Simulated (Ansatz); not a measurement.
## Two runs on TiAl3

System: TiAl3 (4 atoms in the cell).
Method of run 1: DFT PBE, scalar-relativistic, plane waves, PAW, no spin polarisation (Ansatz 0.2.0).

The structure derives from a Materials Project entry. Text and figures count atoms from 1; the logs count them from 0 in places.

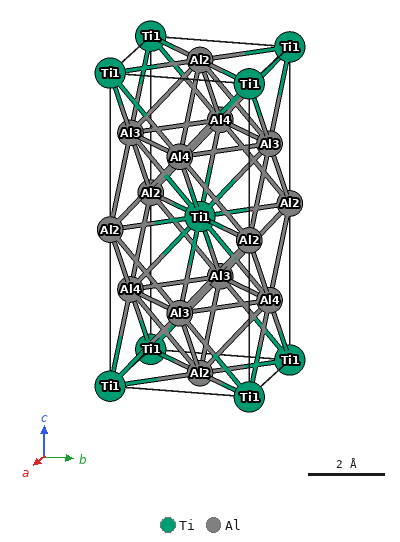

Fig. 1: The structure as given in the input (ball-and-stick view of the cell 2 times as large as that of the calculation, set on its symmetry axes, seen slightly off an axis; atoms are numbered from 1 in the order of the input). An atom can appear more than once, as a periodic image. Near neighbours in the periodic cell (some may lie outside the picture): Ti has 12 Al at 2.72 to 2.89 Å; Al has 8 Al at 2.72 to 2.89 Å and 4 Ti at 2.72 to 2.89 Å.

Input, run 1:
```yaml
crystal:
  lattice:
    - [-1.9226734295, 1.9226734295, 4.3114047958]
    - [1.9226734295, -1.9226734295, 4.3114047958]
    - [1.9226734295, 1.9226734295, -4.3114047958]
  atoms:
    - { symbol: Ti, position: [0.0, 0.0, 0.0] }
    - { symbol: Al, position: [0.5, 0.5, 0.0] }
    - { symbol: Al, position: [0.75, 0.25, 0.5] }
    - { symbol: Al, position: [0.25, 0.75, 0.5] }
basis:
  ecutwfc: 420
kpoints:
  mp_grid: { grid: [16, 16, 16] }
  band_path:
    path:
      - [[0.0, 0.0, 0.0], [0.0, 0.0, 0.5], [0.25, 0.25, 0.25], [0.0, 0.5, 0.0], [0.0, 0.0, 0.0], [0.5, 0.5, -0.5], [0.29971798, 0.70028202, -0.29971798]]
      - [[-0.29971798, 0.29971798, 0.29971798], [0.0, 0.0, 0.0]]
      - [[0.0, 0.0, 0.5], [-0.09943596, 0.09943596, 0.5]]
      - [[0.5, 0.5, -0.09943596], [0.5, 0.5, -0.5]]
    npoints: 14
hamiltonian:
  xc: pbe
scf:
  occupations: { method: gaussian, width: 0.1 }
  n_extra_bands: 10
output:
  forces: true
  stress: true
  eigenvalues: true
  populations: true
  dos: { projected: true, de: 0.02, nscf_kmesh: { grid: [24, 24, 24] } }
  bader: true
  write_density: true
  write_potential: true
  elf: true
  volumetric_format: npy
```

Launched with:
```bash
ansatz run input.yaml --threads 1 --pin off --max-ram 2560MiB --backend cpu --events-out ev --progress --plain --runs-dir out
```

Hardware: 1 thread of Arm Neoverse V1, 24 GiB of memory available, shared host.

Output, shortened to warnings, some set-up lines, iterations and results (run 1):
```
Basis set: ecut = 420 eV, 1299 PW (Γ), exchange–correlation on 72×72×72 points (8 copies of the dense FFT grid, shifted against one another)
Symmetry: 16 space group operations
k-points: 349 of 4096
Initial density: superposition of atomic densities (neutral atoms: chi_scale 0, normalization atom), corrected by the library's trained network
[...]
SCF iter   1: F=—  HF=-4113.767438 eV  |F-HF|=—  |Δ(HF+E_count)|=         —  Δρ=3.16e-3  dr2=8.94e-3  ethr=1.77e-3  ⟨swp⟩=6.3  Hψ=41033  notcnv=0  defer=35
SCF iter   2: F=—  HF=-4113.766453 eV  |F-HF|=—  |Δ(HF+E_count)|=   9.85e-4  Δρ=2.03e-3  dr2=4.17e-3  ethr=4.26e-5  ⟨swp⟩=1.0  Hψ=10121  notcnv=0  defer=56
SCF iter   3: F=—  HF=-4113.765917 eV  |F-HF|=—  |Δ(HF+E_count)|=   5.37e-4  Δρ=4.73e-4  dr2=1.96e-4  ethr=1.98e-5  ⟨swp⟩=1.9  Hψ=6939  notcnv=0  defer=56
SCF iter   4: F=—  HF=-4113.765895 eV  |F-HF|=—  |Δ(HF+E_count)|=   2.12e-5  Δρ=9.39e-5  dr2=7.45e-6  ethr=9.34e-7  ⟨swp⟩=1.6  Hψ=6505  notcnv=0  defer=56
SCF iter   5: F=—  HF=-4113.765908 eV  |F-HF|=—  |Δ(HF+E_count)|=   1.29e-5  Δρ=3.58e-5  dr2=1.38e-6  ethr=3.55e-8  ⟨swp⟩=1.0  Hψ=6106  notcnv=0  defer=56
SCF iter   6: F=-4113.765908 eV  HF=-4113.765908 eV  |F-HF|=5.49e-8  |Δ(HF+E_count)|=   1.85e-7  Δρ=6.87e-6  dr2=6.43e-8  ethr=4.76e-10  ⟨swp⟩=9.4  Hψ=42234  notcnv=0
SCF 1 converged in 6 iterations: F = -4113.765908 eV  dr2 = 6.43e-8
NSCF: frozen V_eff on 130 k-points
NSCF: frozen V_eff on 1063 k-points
SCF converged after 6 iterations
Free energy (F): -4113.765908 eV
Harris-Foulkes:  -4113.765908 eV  (|F-HF|=5.49e-8)
Internal energy: -4113.757157 eV  (E = F + TS)
E sigma→0 (E₀):  -4113.761533 eV
Entropy (-TS):   -0.008751 eV (-2.188 meV/atom)
Fermi energy:    9.491855 eV
--- Per-component energies (eV) ---
  E_band       = -154.590078
  E_kinetic    = 343.018032
  E_local      = -1196.805861  (includes V_loc(G=0)·N_el)
  E_nonlocal   = 40.162250
  E_hartree    = 526.207434
  E_xc         = -217.838004
  E_vxc        = -210.365978  (∫ρ·V_xc dr)
  E_paw        = -2450.612821  (= ΣΔE_a)
  E_vpaw       = -183.003358  (= ΣTr[D̂ρ^β])
  E_aug_tail   = 0.000117  (compensation charges beyond the density's cutoff)
  E_ewald      = -1157.888303
  E_smearing   = -0.008751  (= −TS)
  E_closure    = 0.000000  (closes the sum)
  Σ components = -4113.765908   (vs F -4113.765908, Δ=0.00e0)
--- Forces (eV/Å), atoms counted from 1 ---
  atom   1  Ti    -0.00000000     0.00000000     0.00000000
  atom   2  Al    -0.00000000     0.00000000     0.00000000
  atom   3  Al    -0.00000000     0.00000000     0.00000000
  atom   4  Al    -0.00000000    -0.00000000     0.00000000
  max |Σ_I F_I| component: 1.73e-17 eV/Å
--- Stress (GPa, compression-positive) ---
       -0.007711       0.000000       0.000000
        0.000000      -0.007711       0.000000
        0.000000       0.000000      -0.023196
  P = ⅓ Tr σ = -0.0129 GPa (-0.129 kbar)
--- Löwdin populations: 4 sites ---
  site symbol       q [e]
     0     Ti     11.5037
     1     Al      3.0927
     2     Al      3.1282
     3     Al      3.1282
  spilling = 0.007013 (of n_electrons = 21.000000)
--- Bader charges: 4 sites ---
  site symbol  charge [e]  shift [e]
     0     Ti      0.8147     0.0004
     1     Al     -0.2550     0.0004
     2     Al     -0.2798     0.0000
     3     Al     -0.2798     0.0000
  estimated error of the sums over rays = 6.2e-4 e
```

The input of run 2 differs as follows (lines with − go, lines with + come):
```diff
-  xc: pbe
+  xc: lda
-  write_density: true
-  write_potential: true
-  elf: true
-  volumetric_format: npy
```

Predict how the results change.

The total energies belong to different methods, so their difference says nothing on which is more stable or more accurate. The pressure goes from −0.01 to −5.37 GPa. The functional changes from PBE to LDA. Along LDA, PBEsol, PBE and RPBE the binding weakens and the preferred volume grows, so the same cell is under more pressure with the later ones. The number of SCF iterations is the same.

Output, shortened to warnings, some set-up lines, iterations and results (run 2):
```
Basis set: ecut = 420 eV, 1299 PW (Γ)
Symmetry: 16 space group operations
k-points: 349 of 4096
Initial density: superposition of atomic densities (neutral atoms: chi_scale 0, normalization atom), corrected by the library's trained network
[...]
SCF iter   1: F=—  HF=-3990.555485 eV  |F-HF|=—  |Δ(HF+E_count)|=         —  Δρ=4.27e-3  dr2=8.09e-3  ethr=1.77e-3  ⟨swp⟩=6.3  Hψ=41422  notcnv=0  defer=34
SCF iter   2: F=—  HF=-3990.554078 eV  |F-HF|=—  |Δ(HF+E_count)|=   1.41e-3  Δρ=2.52e-3  dr2=3.11e-3  ethr=3.85e-5  ⟨swp⟩=1.0  Hψ=10121  notcnv=0  defer=61
SCF iter   3: F=—  HF=-3990.553303 eV  |F-HF|=—  |Δ(HF+E_count)|=   7.75e-4  Δρ=4.38e-4  dr2=1.94e-4  ethr=1.48e-5  ⟨swp⟩=2.2  Hψ=8408  notcnv=0  defer=61
SCF iter   4: F=—  HF=-3990.553263 eV  |F-HF|=—  |Δ(HF+E_count)|=   3.99e-5  Δρ=1.24e-4  dr2=1.69e-5  ethr=9.23e-7  ⟨swp⟩=1.2  Hψ=6171  notcnv=0  defer=61
SCF iter   5: F=—  HF=-3990.553260 eV  |F-HF|=—  |Δ(HF+E_count)|=   2.79e-6  Δρ=2.82e-5  dr2=6.67e-7  ethr=8.04e-8  ⟨swp⟩=1.2  Hψ=6349  notcnv=0  defer=61
SCF iter   6: F=-3990.553260 eV  HF=-3990.553260 eV  |F-HF|=3.44e-9  |Δ(HF+E_count)|=   7.78e-8  Δρ=4.06e-6  dr2=1.05e-8  ethr=4.76e-10  ⟨swp⟩=7.7  Hψ=35556  notcnv=0
SCF 1 converged in 6 iterations: F = -3990.553260 eV  dr2 = 1.05e-8
NSCF: frozen V_eff on 130 k-points
NSCF: frozen V_eff on 1063 k-points
SCF converged after 6 iterations
Free energy (F): -3990.553260 eV
Harris-Foulkes:  -3990.553260 eV  (|F-HF|=3.44e-9)
Internal energy: -3990.544447 eV  (E = F + TS)
E sigma→0 (E₀):  -3990.548853 eV
Entropy (-TS):   -0.008813 eV (-2.203 meV/atom)
Fermi energy:    9.240644 eV
--- Per-component energies (eV) ---
  E_band       = -156.651215
  E_kinetic    = 342.940604
  E_local      = -1203.352329  (includes V_loc(G=0)·N_el)
  E_nonlocal   = 45.961107
  E_hartree    = 526.615228
  E_xc         = -215.614955
  E_vxc        = -210.739589  (∫ρ·V_xc dr)
  E_paw        = -2329.698986  (= ΣΔE_a)
  E_vpaw       = -184.689847  (= ΣTr[D̂ρ^β])
  E_aug_tail   = 0.000089  (compensation charges beyond the density's cutoff)
  E_ewald      = -1157.888303
  E_core_change = 0.493100  (= ΣΔE_core)
  E_smearing   = -0.008813  (= −TS)
  E_closure    = 0.000000  (closes the sum)
  Σ components = -3990.553260   (vs F -3990.553260, Δ=0.00e0)
--- Forces (eV/Å), atoms counted from 1 ---
  atom   1  Ti    -0.00000000     0.00000000     0.00000000
  atom   2  Al    -0.00000000    -0.00000000     0.00000000
  atom   3  Al    -0.00000000     0.00000000     0.00000000
  atom   4  Al     0.00000000     0.00000000     0.00000000
  max |Σ_I F_I| component: 3.12e-17 eV/Å
--- Stress (GPa, compression-positive) ---
       -5.540629      -0.000000       0.000000
       -0.000000      -5.540629      -0.000000
        0.000000       0.000000      -5.040509
  P = ⅓ Tr σ = -5.3739 GPa (-53.739 kbar)
--- Löwdin populations: 4 sites ---
  site symbol       q [e]
     0     Ti     11.5325
     1     Al      3.0853
     2     Al      3.1216
     3     Al      3.1216
  spilling = 0.006624 (of n_electrons = 21.000000)
--- Bader charges: 4 sites ---
  site symbol  charge [e]  shift [e]
     0     Ti      0.6785     0.0007
     1     Al     -0.1986     0.0007
     2     Al     -0.2399     0.0000
     3     Al     -0.2399     0.0000
  estimated error of the sums over rays = 6.9e-4 e
```

The two runs side by side:

| quantity | run 1 | run 2 |
| --- | --- | --- |
| outcome | converged | converged |
| free energy per atom (eV) | −1028.4415 | −997.6383 |
| energy per atom, smearing taken to zero (eV) | −1028.4404 | −997.6372 |
| gap on the mesh (eV) | 0.00 | 0.00 |
| pressure (GPa) | −0.01 | −5.37 |
| largest force (eV/Å) | 0.000 | 0.000 |
| SCF iterations | 6 | 6 |
| irreducible k-points | 349 | 349 |
| plane waves at Γ | 1299 | 1299 |
| wall time (shared host) | 1.7 min | 97 s |

For run 2: The cell is under a tension of 5.4 GPa at this level, so it is not at its equilibrium volume.
